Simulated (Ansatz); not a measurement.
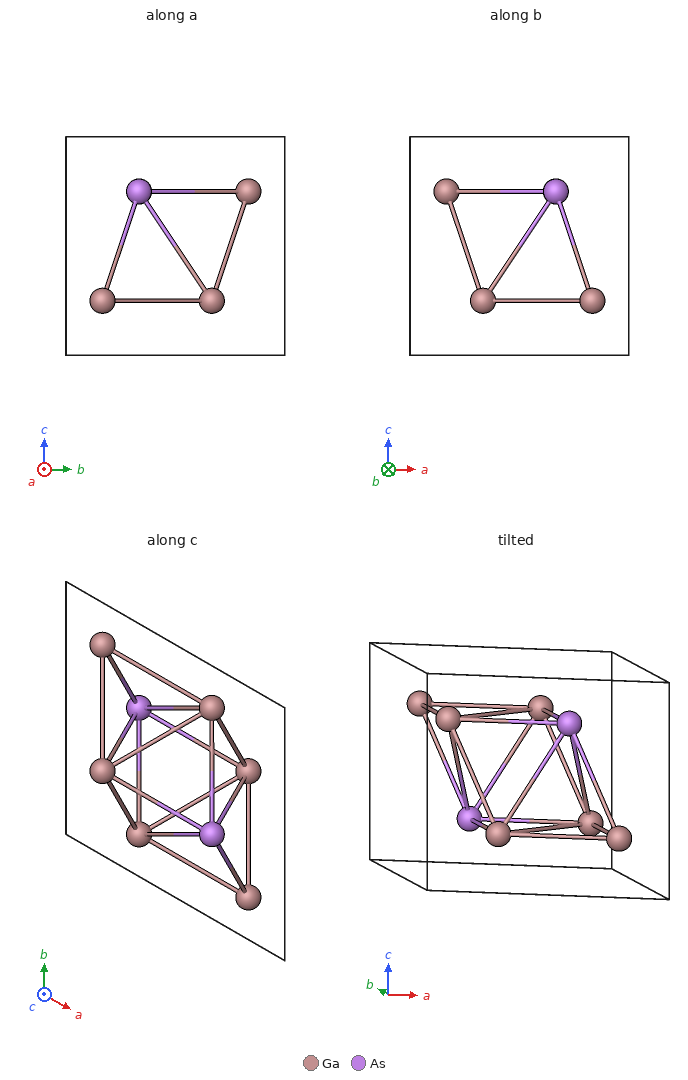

View along the a axis, along the b axis, along the c axis and slightly off an axis, drawn as a ball-and-stick model. Atoms at the boundary of the conventional unit cell (the box) are drawn once for each face, edge or corner they touch.

Lattice parameters: a = 5.838 Å, b = 5.838 Å, c = 5.049 Å, α = 90.00°, β = 90.00°, γ = 120.00°.

### Express the structure as a table of Wyckoff sites.

Space group P6_3/mmc (No. 194).
```json
{"atom": "Ga", "site": "6h", "x": "0.8331", "y": "0.6662", "z": "0.2500"}
{"atom": "As", "site": "2c", "x": "0.3333", "y": "0.6667", "z": "0.2500"}
```

The initial geometry was a structure type filled with these elements by a generator (whether the compound takes this form wasn't checked). It was relaxed with Ansatz, DFT r2SCAN, scalar-relativistic, plane waves, PAW.
